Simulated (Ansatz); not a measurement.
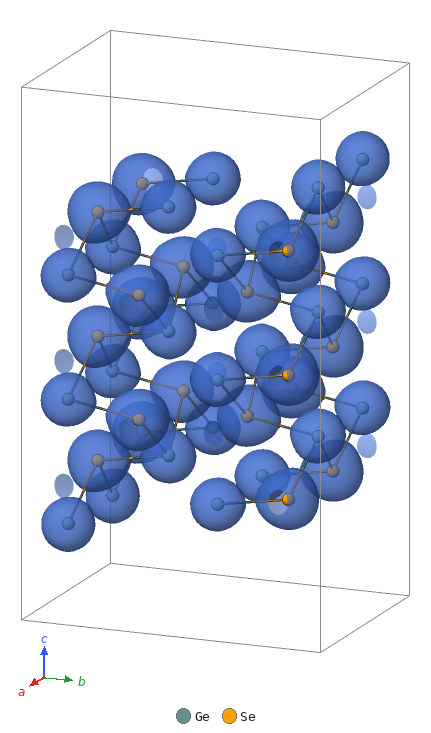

The picture shows: Ge6Se5 (slab). Isosurface of the valence pseudo-density at 0.5 e/Å³ (blue), seen slightly off an axis. Sticks mark near contacts.

Not relaxed (largest force 0.9 eV/Å).

Level of theory: Ansatz, DFT PBEsol, scalar-relativistic, plane waves, PAW.

The density is the valence pseudo-density of a PAW calculation; it isn't the true density close to the nuclei.

Question: What does this surface tell about the bonding?

Answer: At this value the density breaks into separate islands; it holds about 80 % of the electrons treated as valence (semicore included). It bridges none of the near contacts. It is pinched off along the sampled Ge–Se (2.57 Å) contacts. On the grid the lowest density along these lines, outside the cores, is 0.39 e/Å³ (Ge–Se, 2.57 Å).
